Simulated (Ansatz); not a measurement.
Hf15SiO32 (cell with a defect)

```
CELL_PARAMETERS angstrom
5.29380 -5.06923 -5.10096
-5.29380 -5.06923 5.10096
-5.29380 5.06923 -5.10096
ATOMIC_POSITIONS crystal
Si 0.77638 0.35889 0.36018
Hf 0.24280 0.34350 0.85808
Hf 0.24976 0.85129 0.36996
Hf 0.76443 0.86707 0.87973
Hf 0.51362 0.14069 0.90863
Hf 0.99320 0.12184 0.38725
Hf 0.00594 0.64266 0.90024
Hf 0.50346 0.64216 0.41178
Hf 0.51700 0.84891 0.12183
Hf 0.01661 0.86270 0.62273
Hf 0.01414 0.36445 0.10648
Hf 0.51226 0.36902 0.62049
Hf 0.26070 0.64362 0.64684
Hf 0.76481 0.63285 0.14886
Hf 0.76081 0.15587 0.62926
Hf 0.27845 0.15997 0.15866
O 0.78740 0.30049 0.14125
O 0.26423 0.29316 0.61342
O 0.27884 0.79684 0.12610
O 0.77868 0.78701 0.63132
O 0.52024 0.39680 0.96857
O 0.00249 0.39275 0.47298
O 0.03273 0.90472 0.98808
O 0.52421 0.90226 0.47951
O 0.52258 0.91539 0.92000
O 0.01698 0.89066 0.39742
O 0.01090 0.40268 0.87526
O 0.46744 0.40522 0.40189
O 0.28262 0.87967 0.62366
O 0.77295 0.86068 0.11665
O 0.74992 0.36570 0.55999
O 0.26148 0.37428 0.10523
O 0.24890 0.09170 0.87416
O 0.73902 0.08159 0.35879
O 0.74685 0.59262 0.86330
O 0.23765 0.59066 0.37154
O 0.53728 0.19935 0.19150
O 0.98687 0.11384 0.64273
O 0.99433 0.61940 0.14404
O 0.50187 0.65056 0.66870
O 0.33314 0.59356 0.87443
O 0.82544 0.57186 0.37998
O 0.82435 0.10258 0.86695
O 0.32757 0.09507 0.37592
O 0.09426 0.71297 0.73983
O 0.59046 0.69770 0.23936
O 0.59498 0.21641 0.73516
O 0.06496 0.19633 0.21725
```

Method: Ansatz 0.2.0, DFT PBE, scalar-relativistic, plane waves, PAW.

The density is the valence pseudo-density of a PAW calculation; it isn't the true density close to the nuclei.

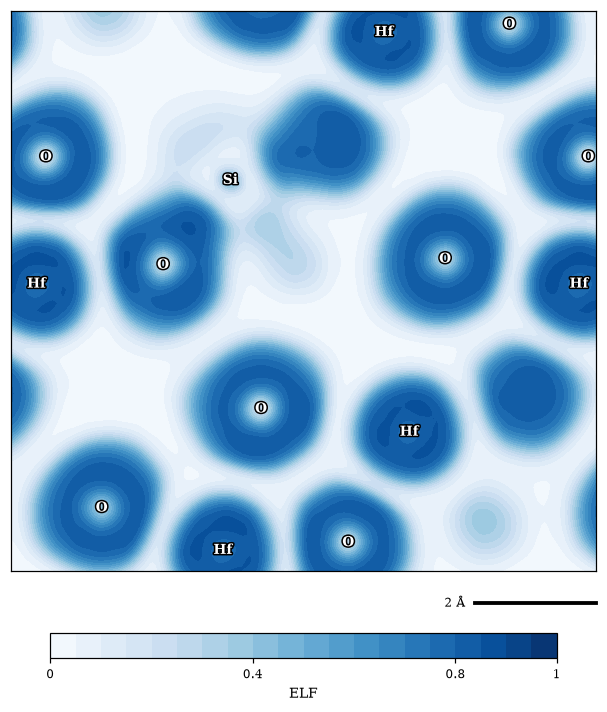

Figure 1. ELF on the (011̄) plane of the calculation cell.

Q: What do the fields say about this system?

A: The plane passes through Si, Hf and O nuclei.
Atoms just off the plane (O, 0.6 Å away) can leave unmarked features too.
Si–O (1.78 Å): the ELF peaks at about 0.85 between the atoms.
Hf–O (2.07 Å): the ELF peaks at about 0.85 in the valence shell of O, 0.6 Å from its nucleus, and drops to about 0.20 between the two atoms (no localised pair shows between them).
Hf–O (2.08 Å): the ELF peaks at about 0.85 in the valence shell of O, 0.6 Å from its nucleus, and drops to about 0.20 between the two atoms (no shared electron pair shows on this line).
The features right at Hf lie inside the PAW spheres, where the map follows smoothed inner orbitals and isn't to be read closely.

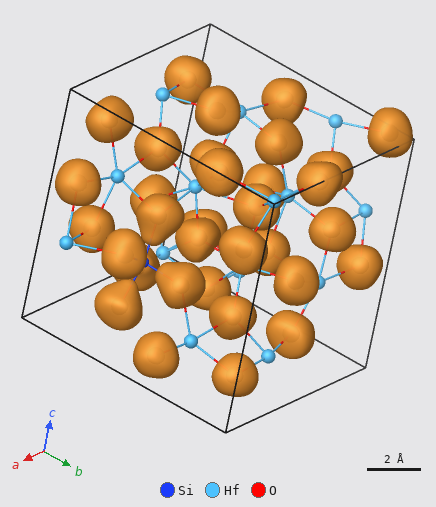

Figure 2. Isosurface of the ELF at 0.65 (orange), seen at an oblique angle. Core shells and regions of very low density are left out. Sticks mark near contacts.

Q: Where are the electrons localised?

A: The ELF exceeds this value in five regions on O in which the atom's valence shell and bonds are merged and 27 regions wrapped around O (the valence shell of each), counted in one cell of 48 atoms. Any copies at cell faces, edges or corners count once. Along the contacts the grid gives the following. Si–O (1.73 Å): the ELF peaks at about 0.85 between the atoms. Hf–O (1.99 Å): the ELF peaks at about 0.85 in the valence shell of O, 0.6 Å from its nucleus, and drops to about 0.20 between the two atoms: no shared electron pair shows on this line.

Q: Does the calculation give a band gap?

A: It is gapped, with a Kohn–Sham gap of 4.5 eV on the k-point mesh (the band edges may lie off the mesh, which would make the gap smaller).
